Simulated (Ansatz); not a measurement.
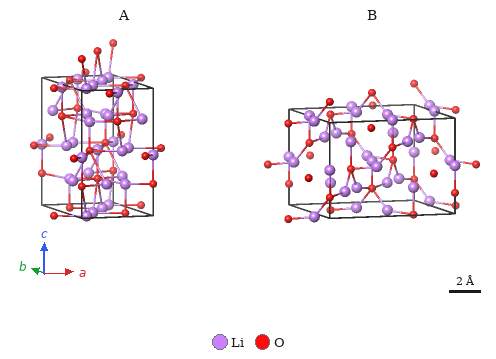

Two geometries of a crystal of Li₃O (built on the random type) (coarse preliminary run), drawn at one scale. One is the start of a relaxation, the other its converged end. A ball-and-stick model of the conventional cell (4 times the calculation's cell), seen slightly off an axis. Lengths and directions refer to the drawn axes.

The calculation used DFT PBE, scalar-relativistic, plane waves, PAW (Ansatz). Set-up: plane-wave cutoff 420 eV; k-point mesh 4 × 4 × 4; occupations gaussian; smearing width 0.1 eV; no spin polarisation; cell and atoms relaxed; force threshold 0.04 eV/Å; at most 70 steps.

Which of the two is the end point?

Structure B is the relaxed one. Case: random cell with space group Fdd2 (No. 43). Over 21 accepted moves (26 points after the start) the energy falls by 884 meV per atom. Largest force component: 2.9 eV/Å at the start, 0.0055 eV/Å at the end. Pressure: 3.25 GPa at the start and 0.05 GPa at the end. At 5 points the geometry stayed and the basis and grid were re-selected for the new cell (energy shift of 19.9 meV per atom at most each time). The largest moves relative to the cell, 2.09 Å, are those of Li atoms. Largest moves by element: Li 2.09 Å, O 0.20 Å. Cell: a 4.993 → 8.761 Å (+75.5 %), b 8.446 → 8.634 Å (+2.2 %), c 8.524 → 6.397 Å (−25.0 %). Volume +34.6 %. Among the contacts that change: Li–Li 1.935 → 6.302 Å, Li–Li 2.168 → 5.229 Å, Li–Li 2.517 → 3.534 Å, Li–O 2.598 → 1.871 Å. Among the angles between lasting bonds that change: Li–O–Li 180.0° → 166.3°, Li–O–Li 90.0° → 83.1°. The space group stays Fdd2 (No. 43).
